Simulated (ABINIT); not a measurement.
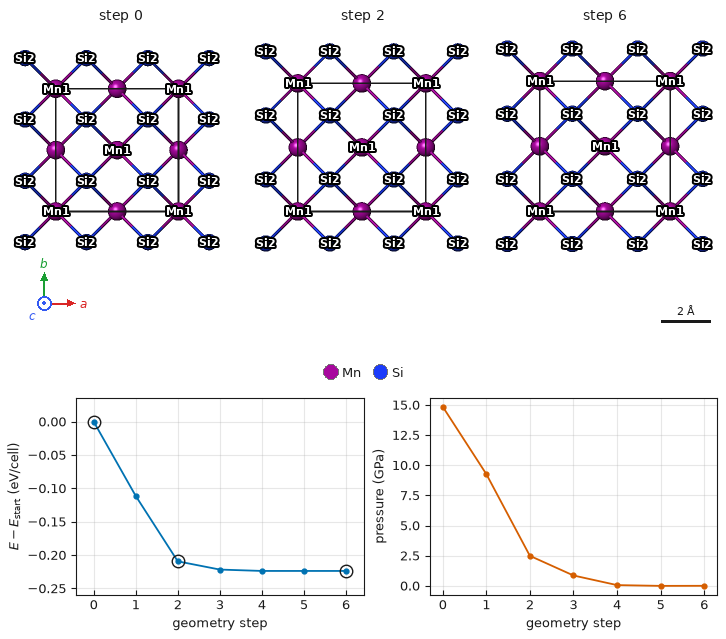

Frames of a relaxation of a crystal of MnSi (a generated structure, set up in F-43m), marked on the history of the run. A ball-and-stick model of the conventional cell (4 times the calculation's cell), seen along the c axis. Lengths and directions refer to the drawn axes.

The run lets cell and atoms move.

Method: Kohn-Sham DFT of a periodic cell, LDA, DFT+U, JTH PAW LDA v2.0 in ABINIT.

Input file:
```
pp_dirpath "./"
pseudos "Mn.LDA_PW-JTH.xml, Si.LDA_PW-JTH.xml"

acell 3.5740353045 3.5740353045 3.5740353045 Angstrom
rprim
     0.0000000000     0.7071067812     0.7071067812
     0.7071067812     0.0000000000     0.7071067812
     0.7071067812     0.7071067812     0.0000000000
ntypat 2
znucl 25 14
natom 2
typat 1 2
chkprim 0
chksymtnons 0
tolsym 1.0e-6
xred
            0.0            0.0            0.0
            1/4            1/4            1/4

ecut 26.0
pawecutdg 48.0
pawovlp -1
ecutsm 0.5

kptopt 1
ngkpt 7 7 7
nshiftk 1
shiftk 0.0 0.0 0.0

ixc 7

nband 15
occopt 3
tsmear 0.00183747

nsppol 2
spinat
     0.0000000000     0.0000000000     4.0000000000
     0.0000000000     0.0000000000     0.0000000000

usepawu 4
lpawu 2 -1
upawu 5.0 0.0 eV
jpawu 0.5 0.0 eV

nstep 80
tolvrs 1.0e-10

iomode 3
prteig 0
prtebands 0
prtwf 0
prtden 0

ionmov 2
optcell 2
ntime 50
tolmxf 2.0e-5
dilatmx 1.08
```

Launched with:
```bash
abinit run.abi > log 2>&1
```

Describe the path.

Answer. Over 6 geometry steps the energy falls by 0.224 eV per cell of the calculation. All forces vanish by symmetry, so only the cell relaxes. The pressure goes from 14.85 to 0.00 GPa. The atoms keep their places relative to the cell (all moves are under 0.005 Å). Cell: a = b = c 5.054 → 5.369 Å (+6.2 %). Volume +19.9 %. Near-neighbour distances that change, for instance: Mn1–Si2 2.189 → 2.325 Å. The space group stays F-43m (No. 216). Cost: 5.3 min on 1 thread of Arm Neoverse V2, on a shared host, peak memory 0.14 GiB. From step 0 to 2: volume +13.7 %, energy −0.209 eV per cell of the calculation. From step 2 to 6: volume +5.4 %, energy −14.4 meV per cell of the calculation.

Limits of the set-up: only the magnetic order of this start and cell was tried (total moment 2.8 μB per cell).
